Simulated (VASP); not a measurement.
Consider P.

```
P
1.0
     3.35049    0.00000    0.00000
    -1.67524    2.90161    0.00000
     0.00000    0.00000    3.28564
P
2
Direct
  0.33333 0.66667 0.25000
  0.66667 0.33333 0.75000
```

Space group P6₃/mmc; a generated structure, not necessarily the stable one; changed on purpose from its base cell (volume × 1.04); computed pressure about −3 GPa in this cell.

The calculation used Kohn-Sham DFT of a periodic cell, RPBE, VASP PAW PBE potentials, recommended in VASP 6.6.1.

Question: Predict the valence pseudo-density and electron localisation function between the atoms.

Answer: P–P (2.54 Å): ρ at the midpoint is about 0.43 e/Å³; the ELF peaks at about 0.85 between the atoms.

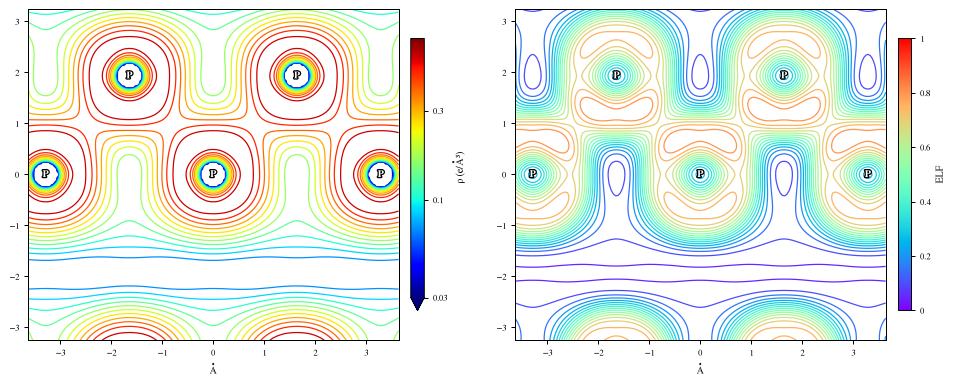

Computed valence pseudo-density and electron localisation function on the (110) plane of the conventional cell, in this order. 

In a PAW calculation such maps are meaningful between the atoms, not at the nuclei.
